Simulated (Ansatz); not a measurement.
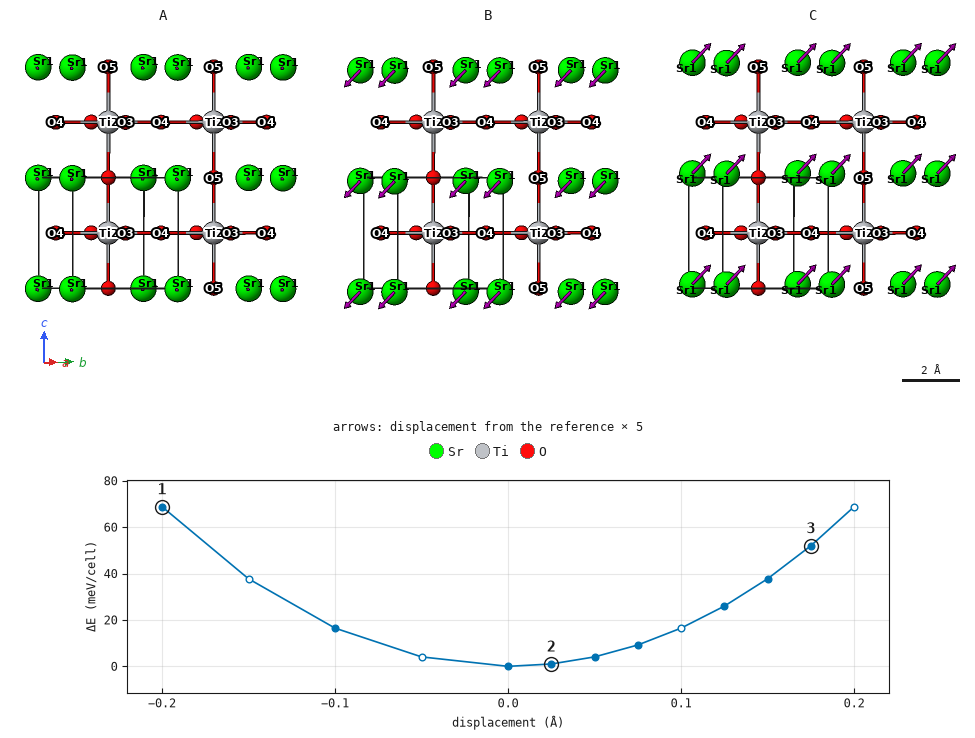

A scan of solid SrTiO3 (Pm-3m): the whole Sr sublattice is shifted rigidly, towards the nearest copy of atom 3 (O) at 2.783 Å, all else fixed. The frames are shuffled; the numbered points of the plot belong to them. Hollow markers are points alike by symmetry, not computed again. Style: ball-and-stick. Shown: the cell of the calculation, repeated 1 × 2 × 2 with one cell outlined, along the a axis, with a slight tilt. Purple arrows: displacements from the reference.

Computed with Ansatz, DFT PBE, scalar-relativistic, plane waves, PAW. Settings: plane-wave cutoff 420 eV; k-point mesh 8 × 8 × 8; occupations gaussian; smearing width 0.05 eV; no spin polarisation. Energies (free energies at the smearing named) are counted from the relaxed crystal.

### Which frame belongs to which numbered point?

Point 1 is frame C (the displacement −0.20 Å, 68.8 meV/cell); 2 is frame A (the displacement 0.025 Å, 1.0 meV/cell); 3 is frame B (the displacement 0.175 Å, 52.0 meV/cell). The lowest computed point lies at the displacement 0.00 Å (0.0 meV/cell). The curvature at zero is about 3.3 eV/Å² per cell. The well is symmetric. The distortion takes the space group from Pm-3m to Amm2.
